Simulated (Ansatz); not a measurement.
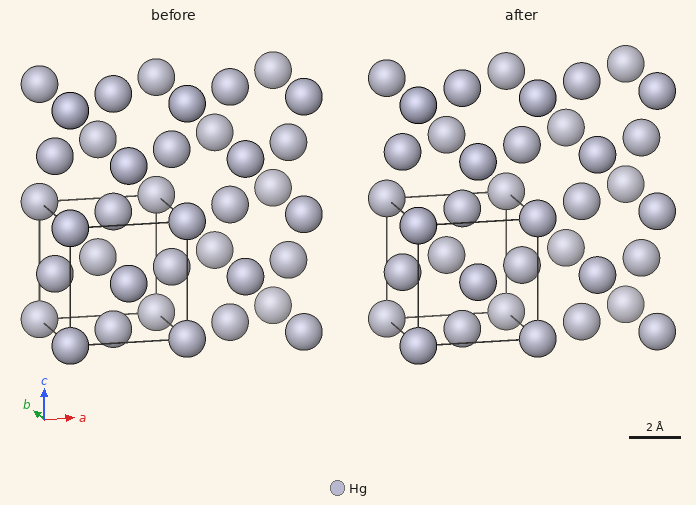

Left: a symmetric starting cell of Hg. Right: the same structure after one change, at the same scale. Style: spheres-only. Shown: the conventional cell (4 times the calculation's cell), repeated 2 × 1 × 2 with one cell outlined, slightly off an axis. Lengths and directions refer to the drawn axes.

All numbers below come from DFT r2SCAN, scalar-relativistic, plane waves, PAW (Ansatz 0.2.0). Set-up: plane-wave cutoff 500 eV; k-point mesh 12 × 12 × 12; occupations gaussian; smearing width 0.05 eV; no spin polarisation.

Q: What was changed?

A: All lengths are scaled by +2.3 % (volume +7.0 %), the atoms keeping their fractional coordinates. No relaxation follows. The starting cell wasn't computed here and needn't be at equilibrium, so pressure and forces aren't due to the change alone.

Q: How do the computed properties respond?

A: The pressure is −0.4 GPa (not all of it need come from the change, since the unchanged cell can be under pressure at this level too). All forces vanish by symmetry. Near-neighbour distances before and after: Hg–Hg 3.383 → 3.460 Å. The space group stays Fm-3m (No. 225).
